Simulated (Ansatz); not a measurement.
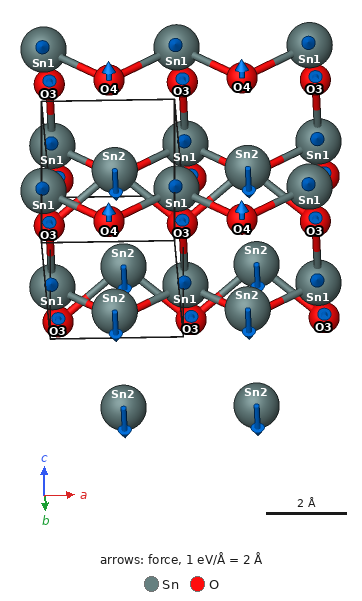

Starting geometry of crystalline SnO (built on the database structure type) with the computed forces as blue arrows. A ball-and-stick model of the cell of the calculation, repeated 2 × 2 × 2 with one cell outlined, seen from a free direction.

Computed with Ansatz, DFT, r2SCAN+rVV10, plane waves, PAW.

Input file:
```yaml
crystal:
  lattice:
    - [3.3456473825, 0.0, 0.0]
    - [0.0, 5.7113467323, 0.0]
    - [0.0, 0.0, 3.921790797]
  atoms:
    - { symbol: Sn, position: [0.0, 0.2347551361, 0.526911005] }
    - { symbol: Sn, position: [0.5, 0.7652448639, 0.026911005] }
    - { symbol: O, position: [0.0, 0.8833650553, 0.723089995] }
    - { symbol: O, position: [0.5, 0.1166349447, 0.223089995] }
kpoints:
  mp_grid: { grid: [8, 4, 6] }
hamiltonian:
  xc: r2scan
  dispersion: rvv10
scf:
  occupations: { method: fermi_dirac, width: 0.02 }
relax:
  f_tol: 0.005
  cell: {}
```

Launched with:
```bash
ansatz run input.yaml --threads 2 --pin off --max-ram 2211MiB --backend cpu --events-out ev --progress --plain --runs-dir out
```

Question: What follows when this structure is relaxed?

Answer: It isn't relaxed: the largest force vector, on Sn atoms, is 0.54 eV/Å. The final displacements follow the starting forces only in part (cosine between the two patterns 0.78). The energy falls by 8.7 meV per atom in 7 accepted moves (8 points after the start). The largest force component goes from 0.5 to 0.0015 eV/Å. The pressure goes from −2.71 to 0.00 GPa. The SCF was repeated once at an unchanged geometry on a basis and grid sized afresh for the cell, which shifted the energy by 0.1 meV per atom at most. The largest moves relative to the cell, 0.070 Å, are those of O3 and O4. O4 goes along [0 −1 1]. Largest moves by element: O 0.070 Å, Sn 0.049 Å. The drawn cell changes as follows: a 3.346 → 3.303 Å (−1.3 %), b 5.711 → 5.758 Å (+0.8 %), c 3.922 → 4.001 Å (+2.0 %); the volume changes by +1.5 %. Among the contacts that change: Sn1–O4 2.162 → 2.127 Å, Sn1–O3 2.149 → 2.117 Å. Bond angles that change, for instance: Sn1–O4–Sn2 119.3° → 121.5°. The space group stays Pmn2_1 (No. 31).
